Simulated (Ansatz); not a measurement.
Consider SrTe.

```
Sr Te
1.0
     6.57141    0.00000    0.00000
     0.00000    6.57141    0.00000
     0.00000    0.00000    6.57141
Sr Te
4 4
Direct
  0.00000 0.00000 0.00000
  0.50000 0.50000 0.00000
  0.50000 0.00000 0.50000
  0.00000 0.50000 0.50000
  0.50000 0.00000 0.00000
  0.00000 0.50000 0.00000
  0.00000 0.00000 0.50000
  0.50000 0.50000 0.50000
```

Space group Fm-3m; started from the rocksalt prototype, which need not be the ambient phase; changed on purpose from its base cell (hydrostatic strain -2.0%); computed pressure about 2 GPa in this cell.

Method: DFT, PBE, plane waves, PAW in Ansatz 0.2.0.

What can the converged valence pseudo-density and electron localisation function tell about the bonding?

Sr–Te (3.29 Å): ρ at the midpoint is about 0.16 e/Å³, with its minimum of 0.14 e/Å³ about 1.5 Å from Sr; the ELF peaks at about 0.75 in the valence shell of Te, 1.3 Å from its nucleus, and drops to about 0.10 between the two atoms.

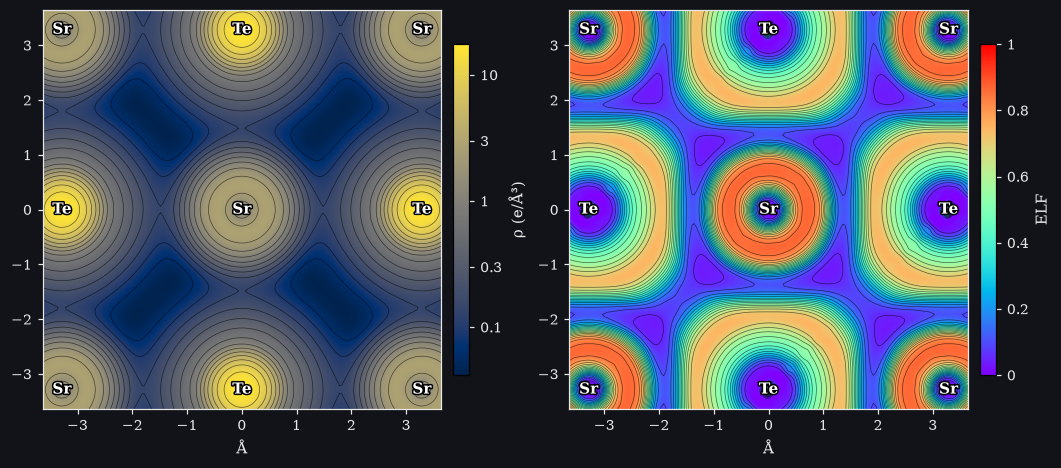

Computed valence pseudo-density and electron localisation function on the (100) plane of the conventional cell, in this order. 

In a PAW calculation such maps are meaningful between the atoms, not at the nuclei.
